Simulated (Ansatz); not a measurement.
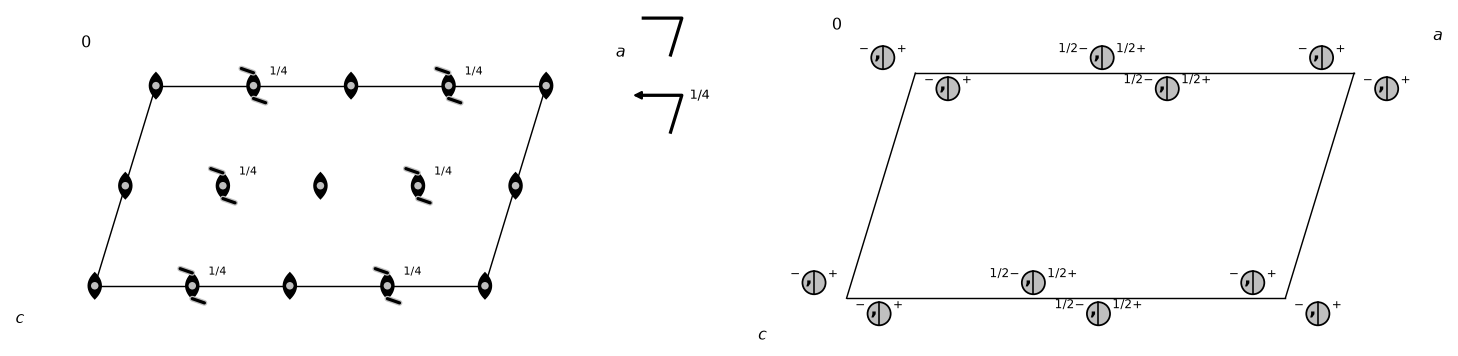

Symmetry elements (left) and general positions (right) of a space group, projected down b, computed from the operations of a computed or model structure of composition TiO2.

Symbols follow the International Tables: origin at the upper left, the third axis towards the viewer; heavy, dashed, dotted, dash-dotted and dash-dot-dot lines are mirror, in-plane glide, out-of-plane glide, diagonal (n; with arrows d) and double (e) glide planes seen edge on; arrows at the rim are 2 (full head) and 2₁ (half head) axes in the plane; the corner sign is a plane parallel to the page; fractions are heights. Handed screw axes carry their printed symbol instead of tails.

A circle is a general position, a comma marks the mirror image, + and − with a fraction give the height (along the projection axis: ½+ is ½ plus the coordinate, − is its negative), and a split circle stands for two positions above each other.

**Give the Hermann–Mauguin symbol and number.**

C2/m (No. 12); C-centred monoclinic, point group 2/m, 8 general positions a cell.

**List the elements shown.**

2₁ axes along b at (0, 1/4), (0, 3/4), (1/2, 1/4), (1/2, 3/4); 2 axes along b at (0, 0), (0, 1/2), (1/2, 0), (1/2, 1/2); inversion centres at (0, 0), (0, 1/4; b height 1/4), (0, 1/2), (0, 3/4; b height 1/4), (1/2, 0), (1/2, 1/4; b height 1/4), (1/2, 1/2), (1/2, 3/4; b height 1/4); a mirror plane normal to b at height 0; an a glide plane normal to b at height 1/4. Heights repeat every half period; positions are (c, a) fractions, modulo 1.

**Write the general positions (in any order).**

For each centring vector (0, 0, 0), (1/2, 1/2, 0):
x, y, z
−x, −y, −z
−x, y, −z
x, −y, z
